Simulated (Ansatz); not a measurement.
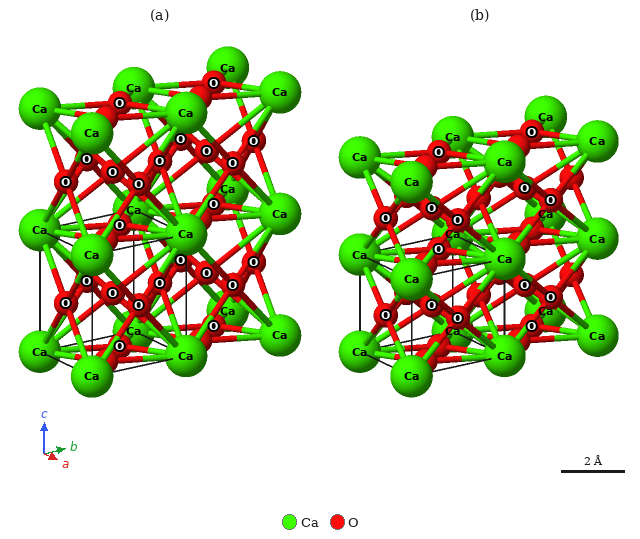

The structure of a crystal of CaO5 (a generated structure, set up in P6/mmm) (coarse preliminary run) before (left) and after (right) a relaxation, at one scale.

Style: ball-and-stick. Shown: the cell of the calculation, repeated 1 × 2 × 2 with one cell outlined, slightly off an axis.

The calculation used Ansatz 0.2.0, DFT PBE, scalar-relativistic, plane waves, PAW.

Input
```yaml
crystal:
  lattice:
    - [4.72342486, 0.0, 0.0]
    - [-2.36171243, 4.09060592, 0.0]
    - [0.0, 0.0, 3.93942194]
  atoms:
    - { symbol: Ca, position: [0.0, 0.0, 0.0] }
    - { symbol: O, position: [0.33333333, 0.66666667, 0.0] }
    - { symbol: O, position: [0.66666667, 0.33333333, 0.0] }
    - { symbol: O, position: [0.5, 0.0, 0.5] }
    - { symbol: O, position: [0.5, 0.5, 0.5] }
    - { symbol: O, position: [0.0, 0.5, 0.5] }
basis:
  ecutwfc: 420
kpoints:
  mp_grid: { grid: [6, 6, 4] }
hamiltonian:
  xc: pbe
scf:
  occupations: { method: gaussian, width: 0.1 }
  lower_state_search: "off"
output:
  forces: true
  stress: true
  eigenvalues: true
relax:
  adjacent_minimum: "off"
  f_tol: 0.04
  max_steps: 70
  cell: { stress_tol: 0.4 }
```

Launched with:
```bash
ansatz run input.yaml --threads 1 --pin off --max-ram 2048MiB --backend cpu --events-out ev --progress --plain --runs-dir out
```

Summarise the run.

Answer. The atoms keep their places relative to the cell (all moves are under 0.005 Å). The drawn cell changes as follows: a = b 4.723 → 4.672 Å (−1.1 %), c 3.939 → 3.148 Å (−20.1 %); the volume changes by −21.8 %. Near-neighbour distances that change, for instance: Ca1–Ca1 3.939 → 3.148 Å, Ca1–O4 3.075 → 2.817 Å, Ca1–O2 2.727 → 2.698 Å. The space group stays P6/mmm (No. 191). The energy falls by 234 meV per atom in 6 accepted moves (8 points after the start). All forces vanish by symmetry, so only the cell relaxes. Pressure: −16.22 GPa at the start and −0.04 GPa at the end. The SCF was repeated twice at an unchanged geometry on a basis and grid sized afresh for the cell, which shifted the energy by 4.0 meV per atom at most. The run took 22 s on 1 thread of Intel(R) Xeon(R) Platinum 8259CL CPU @ 2.50GHz (Skylake/Cascade Lake), on a shared host, peak memory 0.4 GiB.

Limits of the set-up: the k-point mesh is coarse for a cell with partly filled bands.
